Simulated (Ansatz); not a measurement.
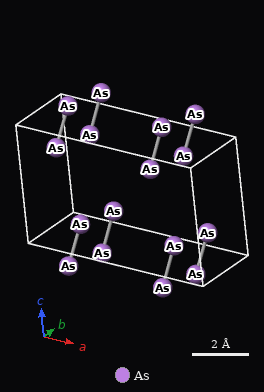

This is the input geometry for a relaxation of crystalline As (built on the O_12 type) (coarse preliminary run). The picture is a ball-and-stick view of the cell of the calculation, seen slightly off an axis.

Case: O type (C2/m, No. 12).

Computed with DFT PBE, scalar-relativistic, plane waves, PAW in Ansatz 0.2.0.

Input
```yaml
crystal:
  lattice:
    - [5.3033822514, -3.7483001533, 0.0]
    - [5.3033822514, 3.7483001533, 0.0]
    - [-2.1882141112, 0.0, 4.4275057156]
  atoms:
    - { symbol: As, position: [0.826, 0.826, 0.174] }
    - { symbol: As, position: [0.174, 0.174, 0.826] }
    - { symbol: As, position: [0.248, 0.248, 0.186] }
    - { symbol: As, position: [0.752, 0.752, 0.814] }
    - { symbol: As, position: [0.7691, 0.3029, 0.181] }
    - { symbol: As, position: [0.6971, 0.2309, 0.819] }
    - { symbol: As, position: [0.2309, 0.6971, 0.819] }
    - { symbol: As, position: [0.3029, 0.7691, 0.181] }
basis:
  ecutwfc: 420
kpoints:
  mp_grid: { grid: [4, 4, 4] }
hamiltonian:
  xc: pbe
scf:
  occupations: { method: gaussian, width: 0.1 }
  lower_state_search: "off"
output:
  forces: true
  stress: true
  eigenvalues: true
relax:
  adjacent_minimum: "off"
  f_tol: 0.04
  max_steps: 70
  cell: { stress_tol: 0.4 }
```

**Where does the relaxation end?**

The largest moves relative to the cell, 0.52 Å, are those of As1 and As2. As1 goes along [−1 −1 1]. Cell: a = b 6.494 → 5.646 Å (−13.1 %), c 4.939 → 5.646 Å (+14.3 %), α 111.2° → 90.4°, β 111.2° → 90.4°, γ 70.5° → 90.2°. Volume +2.2 %. Among the contacts that change: As1–As4 1.594 → 2.569 Å, As5–As6 1.603 → 2.569 Å, As1–As4 (another image) 3.578 → 3.077 Å, As5–As6 (another image) 3.556 → 3.076 Å. The space group stays C2/m (No. 12). After 22 accepted moves (26 points after the start) the energy has fallen by 5153 meV per atom. Largest force component: 42 eV/Å at the start, 0.011 eV/Å at the end. The pressure goes from 91.43 to 0.08 GPa. The line search rejected the trial steps at points 13, 17 of the run. At 2 points the geometry stayed and the basis and grid were re-selected for the new cell (energy shift of 20.5 meV per atom at most each time). The run took roughly 4 core-minutes on a shared host.

Step by step:

```
step  E − E(0), meV/atom  largest force component, eV/Å  pressure, GPa  volume, Å³/atom                      note
   0                0.00                        41.7010          91.43           22.003                          
   1            -4119.95                         5.9510          12.94           23.945                          
   2            -4424.70                         4.2429           7.32           23.095                          
   3            -4721.29                         2.0817           3.89           22.056                          
   4            -4841.07                         1.3829           2.51           21.449                          
   5            -4943.83                         0.7951           0.33           21.335                          
   6            -5020.21                         0.5965           2.05           20.439                          
   7            -5025.80                         0.3301           5.50           19.877                          
   8            -5068.80                         0.2984           0.29           21.135                          
   9            -5086.22                         0.3575           0.40           21.992                          
  10            -5091.44                         0.1978           0.67           21.175                          
  11            -5101.01                         0.1075           0.56           21.293                          
  12            -5102.71                         0.0725          -0.07           21.619                          
  13            -5100.56                         0.2163          -0.37           22.089                  rejected
  14            -5108.33                         0.0684          -0.44           21.716                          
  15            -5111.78                         0.0853           0.14           21.466                          
  16            -5113.07                         0.0867          -0.03           21.500                          
  17            -5109.19                         0.1887           1.20           20.966                  rejected
  18            -5116.55                         0.0652          -0.07           21.387                          
  19            -5116.77                         0.1031           0.02           21.404                          
  20            -5117.52                         0.0319           0.02           21.495                          
  21            -5138.06                         0.0385           1.20           21.495  same geometry, new basis
  22            -5147.37                         0.0579           0.13           22.128                          
  23            -5150.91                         0.1195           0.18           22.583                          
  24            -5151.28                         0.0839           0.16           22.243                          
  25            -5152.36                         0.0110           0.04           22.492                          
  26            -5152.94                         0.0112           0.08           22.492  same geometry, new basis
```

Final geometry:

```
As
1.0
     3.92296   -3.99992    0.69605
     3.92296    3.99992    0.69605
    -1.03755    0.00000    5.54934
As
8
Cartesian
  5.8288 0.0000 2.3295
  0.9795 0.0000 4.6120
  1.5595 0.0000 1.5904
  5.2489 0.0000 5.3510
  3.6946 -2.1844 1.9603
  3.1137 -2.1844 4.9812
  3.1137 2.1844 4.9812
  3.6946 2.1844 1.9603
```

The end point in the same view:

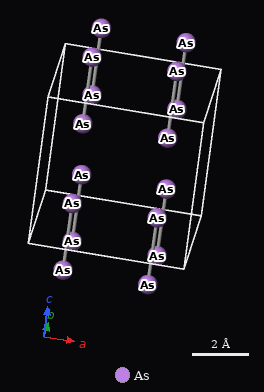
